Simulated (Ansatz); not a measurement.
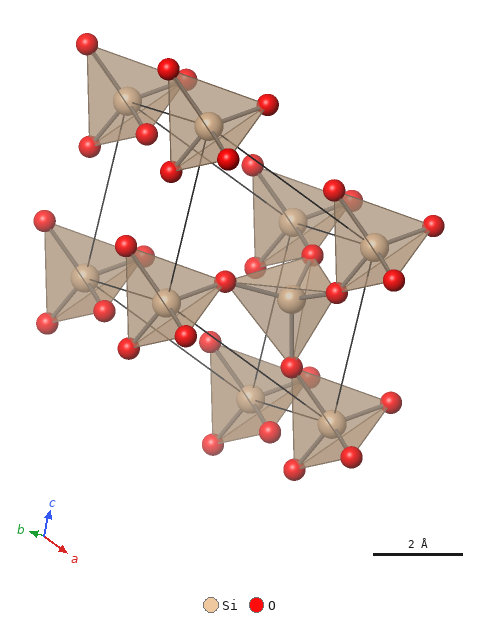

Fig. 1: The input geometry (polyhedral view of the cell of the calculation, seen slightly off an axis; polyhedra are completed across the faces of the cell).

## SiO$_{2}$: single-point calculation

The run: single-point calculation of SiO$_{2}$ (6 atoms in the cell). Method and program: DFT LDA, scalar-relativistic, plane waves, PAW, no spin polarisation (Ansatz 0.2.0).

The structure derives from a Materials Project entry. Figures and captions count atoms from 1; the log counts them from 0 in places.

## The program's output
```
Engine: ansatz 0.2.0, x86_64-unknown-linux-gnu
Pseudopotentials: kind: paw
Pseudopotential: Si, paw, valence charge 4, recommended cutoff 420 eV (normal), Si.paw.azcp
Pseudopotential: O, paw, valence charge 6, recommended cutoff 420 eV (normal), O.paw.azcp
Functional definition: SPW92
  exchange = slater_x
  correlation = pw_c
Crystal: 6 atoms, lattice volume = 89.739 Å³
Basis set: ecut = 420 eV, 1769 PW (Γ)
Bands: 22, of which v1, the nominal top of the filled ones, is band 16 counted from 1 (15 counted from 0)
Symmetry: 8 space group operations
Space group: I-42d (ITA 122), of the structure as read, at distance tolerance 4.5e-5 Å
k-points: 30 of 216 (time reversal used)
Non-local potential: Si, projectors of the file, l = 0: 2, l = 1: 2, l = 2: 2
Non-local potential: O, projectors of the file, l = 0: 2, l = 1: 2, l = 2: 1
PAW form: soft (Blöchl's): semilocal exchange-correlation on the pseudo side does not see the compensation charge
PAW frozen core: Si, regenerated for the run's functional, and the local potential with it (the file was generated under x = pbe(κ = 0.804, μ = 0.2195149727645171), c = pbe(β = 0.06672455060314922))
PAW frozen core: O, regenerated for the run's functional, and the local potential with it (the file was generated under x = pbe(κ = 0.804, μ = 0.2195149727645171), c = pbe(β = 0.06672455060314922))
PAW one-centre angular grid: Si, 110 points (default); XC on 64 Gauss nodes
PAW one-centre angular grid: O, 110 points (default); XC on 64 Gauss nodes
Initial density: superposition of atomic densities (neutral atoms: chi_scale 0, normalization atom), corrected by the library's trained network
Initial wavefunctions: pseudopotential atomic-orbital guess
Functional: x = slater, c = lda
SCF iter   1: F=—  HF=-3445.400911 eV  |F-HF|=—  |Δ(HF+E_count)|=         —  Δρ=1.16e-2  dr2=1.09e-1  ethr=1.77e-3  ⟨swp⟩=6.4  Hψ=3939  notcnv=0
preconditioner: auto → none  [insulator: Δε(μ)=5.543 eV  Ē_g=16.265 eV  σ=0.100 eV  W_gap=1.00  n_scr=14 (ndim 8)  ℏωp=22.2 eV  f_vac=0.253  D(μ)=0.00/eV (n_scr^D=0)  ε∞_Penn≈2.9]
SCF iter   2: F=—  HF=-3445.374720 eV  |F-HF|=—  |Δ(HF+E_count)|=   2.62e-2  Δρ=5.76e-3  dr2=1.42e-2  ethr=3.41e-4  ⟨swp⟩=2.0  Hψ=1381  notcnv=0  defer=51
SCF iter   3: F=—  HF=-3445.369845 eV  |F-HF|=—  |Δ(HF+E_count)|=   4.88e-3  Δρ=1.37e-3  dr2=6.06e-4  ethr=4.43e-5  ⟨swp⟩=2.0  Hψ=969  notcnv=0  defer=21
automatic band count: iteration 3 solves 21 bands in place of 22: the levels show a gap, and the empty bands left out lie too high to hold charge; the band table lists the bands solved (type scf.n_extra_bands for more)
SCF iter   4: F=—  HF=-3445.369606 eV  |F-HF|=—  |Δ(HF+E_count)|=   2.39e-4  Δρ=1.14e-4  dr2=9.40e-6  ethr=1.90e-6  ⟨swp⟩=2.0  Hψ=1089  notcnv=0  defer=21
SCF iter   5: F=—  HF=-3445.369602 eV  |F-HF|=—  |Δ(HF+E_count)|=   3.65e-6  Δρ=2.10e-5  dr2=1.55e-7  ethr=2.94e-8  ⟨swp⟩=2.7  Hψ=1137  notcnv=0  defer=21
SCF iter   6: F=-3445.369602 eV  HF=-3445.369602 eV  |F-HF|=1.09e-9  |Δ(HF+E_count)|=   8.63e-9  Δρ=1.67e-6  dr2=1.62e-9  ethr=3.13e-10  ⟨swp⟩=8.7  Hψ=3014  notcnv=0
SCF 1 converged in 6 iterations: F = -3445.369602 eV  dr2 = 1.62e-9
  greatest PAW one-centre occupation: 0.857 electrons in one spin orbital (limit 2), on the O atom at site 5 (counted from 0), in its partial waves of l = 0
```

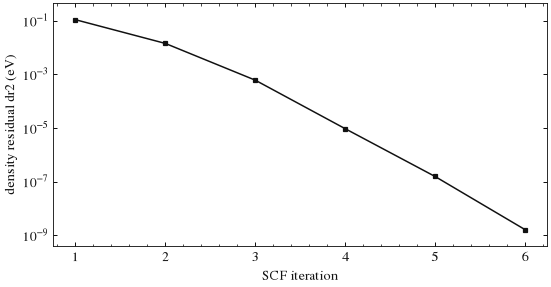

Fig. 2: Convergence of the self-consistent field: density residual dr2 against the SCF iteration. The residual falls at every step.

```
SCF converged after 6 iterations
Free energy (F): -3445.369602 eV
Harris-Foulkes:  -3445.369602 eV  (|F-HF|=1.09e-9)
Internal energy: -3445.369602 eV  (E = F + TS)
E sigma→0 (E₀):  -3445.369602 eV
Fermi energy:    3.304616 eV
--- Per-component energies (eV) ---
  E_band       = -197.842741
  E_kinetic    = 800.353198
  E_local      = -2347.219520  (includes V_loc(G=0)·N_el)
  E_nonlocal   = 250.898509
  E_hartree    = 863.249880
  E_xc         = -401.167903
  E_vxc        = -469.424476  (∫ρ·V_xc dr)
  E_paw        = -1566.043711  (= ΣΔE_a)
  E_vpaw       = -158.960902  (= ΣTr[D̂ρ^β])
  E_aug_tail   = 0.010682  (compensation charges beyond the density's cutoff)
  E_ewald      = -1046.007085
  E_core_change = 0.556347  (= ΣΔE_core)
  E_smearing   = -0.000000  (= −TS)
  E_closure    = -0.000000  (closes the sum)
  Σ components = -3445.369602   (vs F -3445.369602, Δ=0.00e0)
--- Forces (eV/Å), atoms counted from 1 ---
  atom   1  Si     0.00000000    -0.00000000    -0.00000000
  atom   2  Si    -0.00000000     0.00000000     0.00000000
  atom   3  O     -0.09397035     0.00000000     0.00000000
  atom   4  O     -0.00000000    -0.09397035    -0.00000000
  atom   5  O     -0.00000000     0.09397035    -0.00000000
  atom   6  O      0.09397035    -0.00000000     0.00000000
  max |Σ_I F_I| component: 4.16e-17 eV/Å
--- Stress (GPa, compression-positive) ---
       -1.521307      -0.000000       0.000000
       -0.000000      -1.521307       0.000000
        0.000000       0.000000      -1.530380
  P = ⅓ Tr σ = -1.5243 GPa (-15.243 kbar)
--- Band table (eV; the first three rows and the last of 30) ---
  k-point 0: bands = ["-18.5126", "-16.3571", "-16.3571", "-16.2961", "-8.8105", "-5.1084", "-5.1084", "-4.8397", "-2.1085", "-1.6814", "-1.1679", "-1.1679", "-1.1123", "-0.2332", "0.4544", "0.4544", "6.1536", "9.0516", "10.8861", "10.8861", "10.9510"]
  k-point 1: bands = ["-18.3972", "-16.5485", "-16.3645", "-16.3110", "-8.5207", "-5.3410", "-4.9700", "-4.7017", "-2.1862", "-1.5876", "-1.4763", "-1.2179", "-1.1807", "-0.1980", "0.3719", "0.3759", "6.7266", "9.3958", "10.2038", "10.6469", "11.6680"]
  k-point 2: bands = ["-18.0677", "-17.0190", "-16.3760", "-16.3448", "-7.7710", "-5.9348", "-4.6480", "-4.4828", "-2.3368", "-1.9611", "-1.5314", "-1.5127", "-0.9995", "-0.2263", "0.1854", "0.2182", "8.0614", "9.8691", "10.0216", "10.4946", "11.6347"]
  k-point 29: bands = ["-17.5672", "-17.5672", "-16.3938", "-16.3938", "-6.6333", "-6.6333", "-4.5166", "-4.5166", "-2.0827", "-2.0827", "-1.6636", "-1.6636", "-1.0314", "-1.0314", "0.1316", "0.1316", "9.1249", "9.1249", "10.4900", "10.4900", "11.9292"]
```

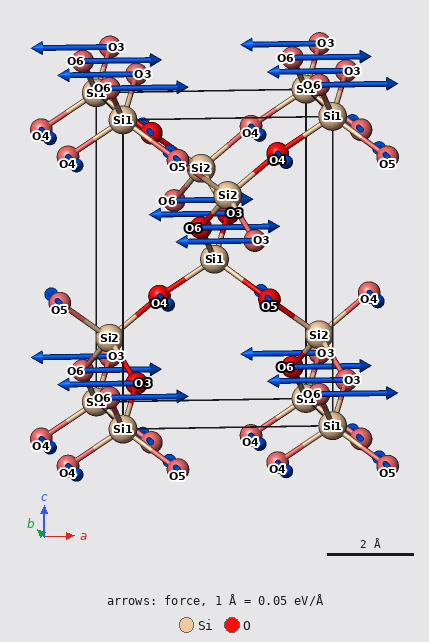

Fig. 3: Forces on the atoms as blue arrows (ball-and-stick view of the cell 2 times as large as that of the calculation, set on its symmetry axes, seen at an oblique angle; neighbours outside the cell are drawn fainter; atoms are numbered from 1 in the order of the input). The largest act on all 4 O atoms (0.09 eV/Å). The geometry is not a stationary point of this energy.

This output came from the following input.

## Input file
```yaml
crystal:
  lattice:
    - [-2.4772904627, 2.4772904627, 3.6556712422]
    - [2.4772904627, -2.4772904627, 3.6556712422]
    - [2.4772904627, 2.4772904627, -3.6556712422]
  atoms:
    - { symbol: Si, position: [0.0, 0.0, 0.0] }
    - { symbol: Si, position: [0.75, 0.25, 0.5] }
    - { symbol: O, position: [0.375, 0.22178613, 0.34678613] }
    - { symbol: O, position: [0.97178613, 0.625, 0.84678613] }
    - { symbol: O, position: [0.77821387, 0.125, 0.15321387] }
    - { symbol: O, position: [0.875, 0.02821387, 0.65321387] }
basis:
  ecutwfc: 420
kpoints:
  mp_grid: { grid: [6, 6, 6] }
hamiltonian:
  xc: lda
scf:
  occupations: { method: gaussian, width: 0.1 }
output:
  forces: true
  stress: true
  eigenvalues: true
```

Run as:
```bash
ansatz run input.yaml --threads 1 --pin off --max-ram 2560MiB --backend cpu --events-out ev --progress --plain --runs-dir out
```

## Summary

| quantity | value |
| --- | --- |
| outcome | converged |
| space group (tolerance 0.01 Å) | I-42d (122) |
| electrons treated | 32 |
| free energy | −3445.3696 eV |
| Fermi energy | 3.305 eV |
| gap on the k-point mesh | 5.70 eV |
| pressure | −1.52 GPa |
| largest force (length of the vector) | 0.094 eV/Å |
| hardware | 1 thread of Oxide Virtual Turin-like (Zen 5), 32 GiB of memory available, shared host |
| wall time | 7.5 s |
| peak memory | 0.35 GiB |
